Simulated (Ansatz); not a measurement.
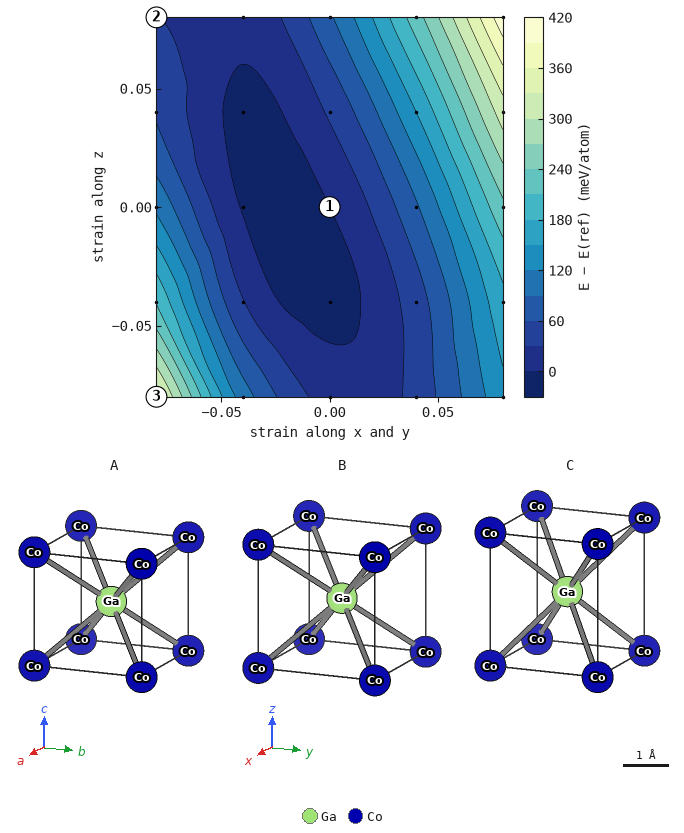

Energy scan for a crystal of GaCo (Pm-3m), in which the cell is strained equally along x and y and separately along z, with the atoms kept at their fractional coordinates. x, y and z are the Cartesian axes of the input. The map is interpolated between the computed points (dots). The frames are shuffled; each belongs to one numbered point. The picture is a ball-and-stick view of the cell of the calculation, seen slightly off an axis.

These are results of DFT PBEsol, scalar-relativistic, plane waves, PAW (Ansatz 0.2.0), not measurements. (plane-wave cutoff 420 eV; k-point mesh 16 × 16 × 16; occupations gaussian; smearing width 0.15 eV; no spin polarisation). Energies (free energies at the smearing named) are counted from the cell as listed in its source, which wasn't relaxed.

Question: Which frame belongs to which numbered point?

Answer: Point 1 is frame B, at (0.000, 0.000) and 0 meV/atom; 2 is frame C, at (−0.080, 0.080) and 31 meV/atom; 3 is frame A, at (−0.080, −0.080) and 348 meV/atom. In pairs of (strain along x and y; strain along z): the lowest computed point lies at (0.000, −0.040) (−10 meV/atom), the highest at (0.080, 0.080) (410 meV/atom). The valley is tilted: raising the in-plane strain is made harder by raising the strain along z (cross term 0.63 of the geometric mean of the two curvatures). Over the ranges scanned the energy rises more along the first axis, the in-plane strain. The pressure runs from −28.3 GPa at (0.080, 0.080) to 66.2 GPa at (−0.080, −0.080).

Limits of the set-up: an element that often carries a moment was run without spin polarisation.
